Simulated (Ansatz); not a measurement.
## Pt: an electron-density study

Space group Im-3m. This isn't the usual form at ambient conditions. The cell comes from a database of computed structures, not from a measurement.

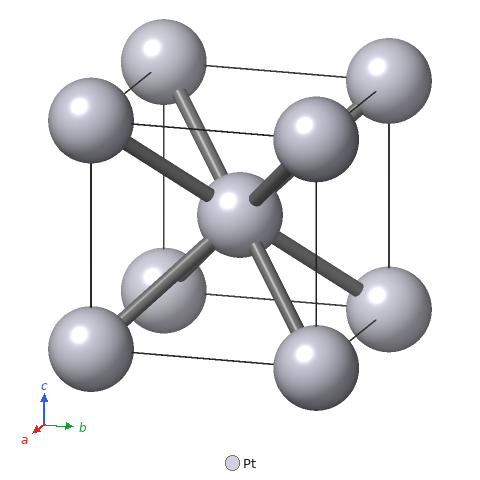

The conventional cell.

Input file:

```
crystal:
  lattice:
    - [-1.58422, 1.58422, 1.58422]
    - [1.58422, -1.58422, 1.58422]
    - [1.58422, 1.58422, -1.58422]
  atoms:
    - { symbol: Pt, position: [0.0, 0.0, 0.0] }
basis:
  ecutwfc: 500
  fft_grid_basis: typed
kpoints:
  mp_grid: { grid: [16, 16, 16] }
hamiltonian:
  xc: pbe
  pseudopotentials: { kind: paw }
scf:
  occupations: { method: gaussian, width: 0.05 }
output:
  forces: true
  stress: true
  eigenvalues: true
  bader: true
  write_density: true
  volumetric_format: npy
  elf: true
```

Command:

```sh
ansatz run input.yaml --threads 2 --pin off --max-ram 4096MiB --backend cpu --events-out ev --progress --plain --runs-dir out
```

The picture shows the conventional cell (a = 3.17 Å, b = 3.17 Å, c = 3.17 Å, α = 90.00°, β = 90.00°, γ = 90.00°).

All numbers below come from Ansatz 0.2.0, DFT PBE, scalar-relativistic, plane waves, PAW.

Core electrons are frozen (PAW), so the maps are meaningful between the atoms, not at the nuclei.

Part 1: Bonding charge

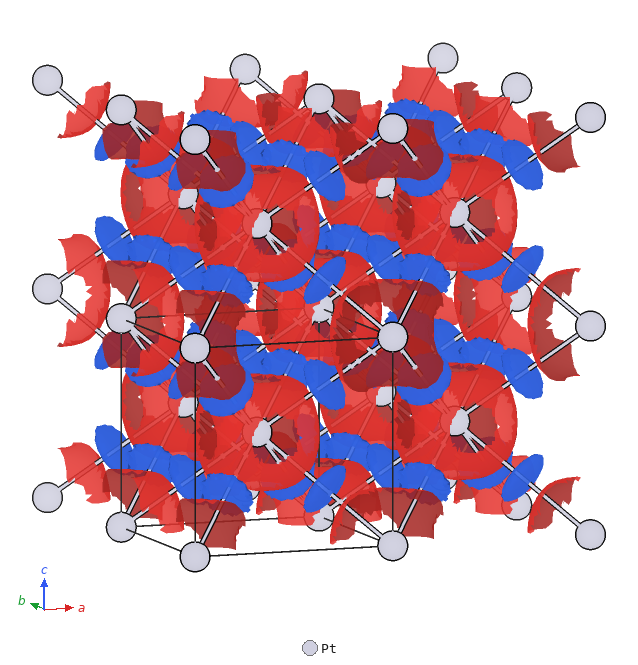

Bonding charge density, ρ(crystal) − Σ ρ(neutral atoms): blue surfaces at +0.04 and red ones at −0.04 e/Å³, in the conventional cell, repeated, seen slightly off an axis (the regions close to the nuclei are left out). Cores are masked to 0.9 Å (Pt).

Q: What does the deformation density say about the bonding?

A: Pt–Pt (2.74 Å): Δρ is +0.05 e/Å³ at the midpoint.
- Over the whole cell, outside the masked cores, the largest gain, 0.05 e/Å³, lies 1.4 Å from a platinum nucleus, and the largest loss lies at the edge of the masked core of Pt.
- In all about 0.31 e an atom is rearranged against the free atoms.

Part 2: States by energy

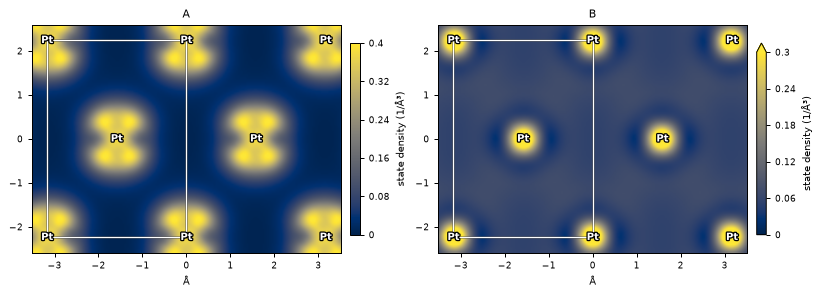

Pt: densities of the states in two energy windows, on the (011̄) plane of the conventional cell.

Q: The windows, about the Fermi level, are −9.5 to −6.3 eV and −0.25 to +0.25 eV. Which panel shows which?

A: Panel A: −0.25 to +0.25 eV, the states at the Fermi level, mainly Pt 5d (90 %) and Pt 6s (10 %).
Panel B: −9.5 to −6.3 eV, the lower third of the occupied valence band, mainly Pt 6s (70 %) and Pt 5d (30 %).
The characters are Löwdin shares on a minimal set of atomic orbitals.

Part 3: Change of volume

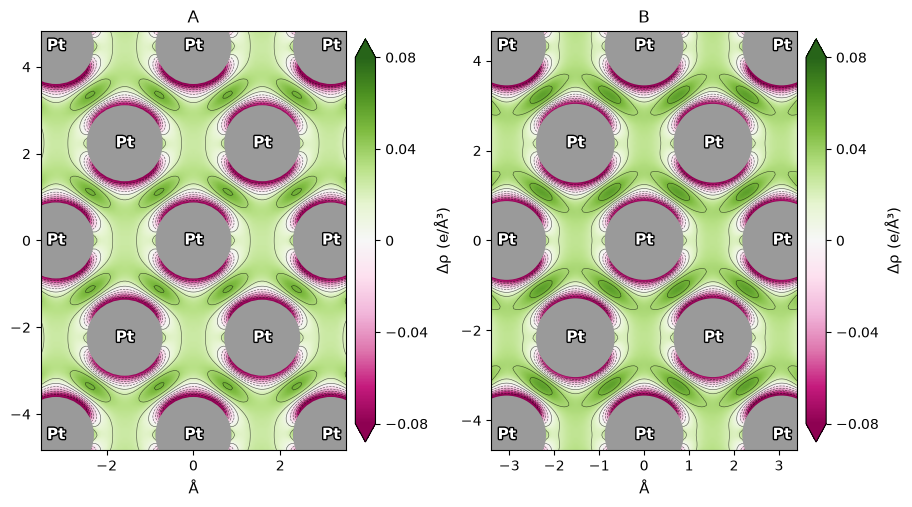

Pt: deformation density on the (101) plane of the conventional cell at two volumes, with the same fractional coordinates and one colour scale. Grey discs cover the cores. Panel B has 90 % of the volume of panel A.

Q: What changes between the database cell and the scaled one?

A: From A to B, Pt–Pt goes from 2.74 to 2.65 Å, and Δρ at its midpoint from +0.05 to +0.06 e/Å³.
- The pressure is −1 GPa in A and 32 GPa in B.
- The rearranged charge is 0.31 e an atom in A and 0.31 e in B.

Part 4: Putting it together

The two pressures give a mean stiffness −ΔP/Δln V of about 309 GPa over this range, with the atoms held at their fractional positions.
